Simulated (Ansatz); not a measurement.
# AlGa$_{2}$N$_{3}$: what the fields show

Input

```
crystal:
  lattice:
    - [-1.5923199, 1.5923199, 6.7358116]
    - [1.5923199, -1.5923199, 6.7358116]
    - [1.5923199, 1.5923199, -6.7358116]
  atoms:
    - { symbol: Al, position: [0.5, 0.5, 0.0] }
    - { symbol: Ga, position: [0.835392, 0.835392, 0.0] }
    - { symbol: Ga, position: [0.164608, 0.164608, 0.0] }
    - { symbol: "N", position: [0.421516, 0.921516, 0.5] }
    - { symbol: "N", position: [0.078484, 0.578484, 0.5] }
    - { symbol: "N", position: [0.75, 0.25, 0.5] }
basis:
  ecutwfc: 420
kpoints:
  mp_grid: { grid: [12, 12, 12] }
hamiltonian:
  xc: pbe
scf:
  occupations: { method: gaussian, width: 0.02 }
output:
  forces: true
  stress: true
  eigenvalues: true
  write_density: true
  write_potential: true
  elf: true
  volumetric_format: npy
relax:
  adjacent_minimum: "off"
  f_tol: 0.01
  max_steps: 80
  cell: { stress_tol: 0.05 }
```

Command:

```sh
ansatz run input.yaml --threads 4 --pin off --max-ram 8192MiB --backend cpu --events-out ev --progress --plain --runs-dir out
```

Below, planes, directions and counts refer to the conventional cell (a = 3.18 Å, b = 3.18 Å, c = 13.47 Å, α = 90.00°, β = 90.00°, γ = 90.00°).

Space group I-4m2; a structure generated by program, which may or may not match a known phase.

Method: DFT PBE, scalar-relativistic, plane waves, PAW in Ansatz.

The density is the valence pseudo-density of a PAW calculation; it isn't the true density close to the nuclei.

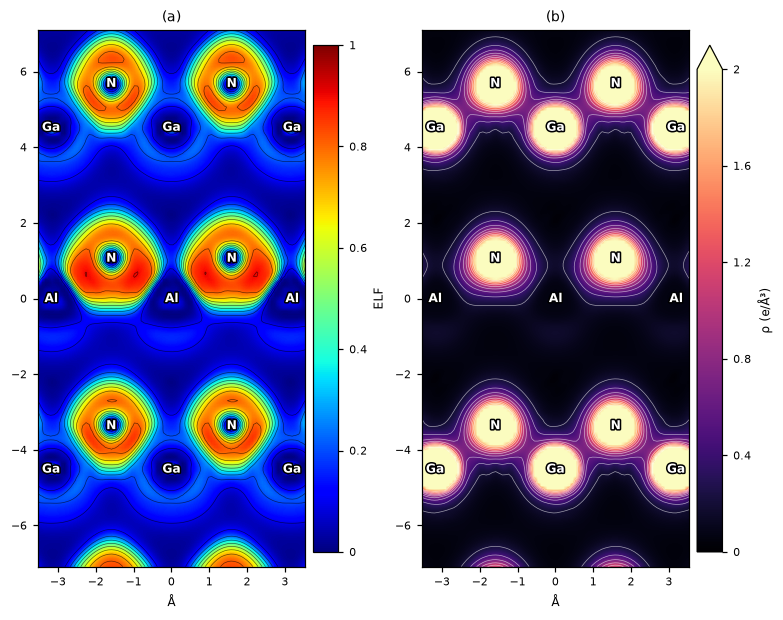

Figure 1. (a) electron localisation function; (b) valence pseudo-density on the (100) plane of the conventional cell.

**Interpret the plot.**

- Atoms in the plane: Al, Ga and N.
- Al–N (1.91 Å): ρ at the midpoint is about 0.67 e/Å³; the ELF peaks at about 0.90 between the atoms, as expected for a shared but strongly polarised pair.
- Ga–N (1.97 Å): the density is about 0.71 e/Å³ at the midpoint; the ELF peaks at about 0.85 in the valence shell of N, 0.7 Å from its nucleus, and is about 0.45 at the midpoint.
- Between the atoms the lowest density in this plane is 0.02 e/Å³.

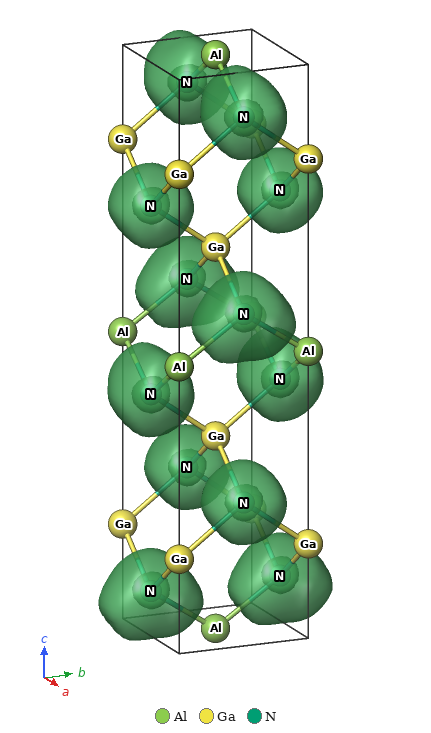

Figure 2. Isosurface of the ELF at 0.65 (green), seen slightly off an axis. Core shells and regions of very low density are left out. Sticks mark near contacts.

**Describe the localisation domains.**

The ELF exceeds this value in four regions on N in which the atom's valence shell and bonds are merged and two regions wrapped around N (the valence shell of each), counted in one cell of 12 atoms. Any copies at cell faces, edges or corners count once. Profiles from the grid: Ga–N (1.96 Å): the ELF peaks at about 0.85 in the valence shell of N, 0.7 Å from its nucleus, and is about 0.45 at the midpoint.

**Does the calculation make it a metal, or give it a gap?**

It is gapped, with a Kohn–Sham gap of 2.2 eV on the k-point mesh, an upper bound to the gap of this method.
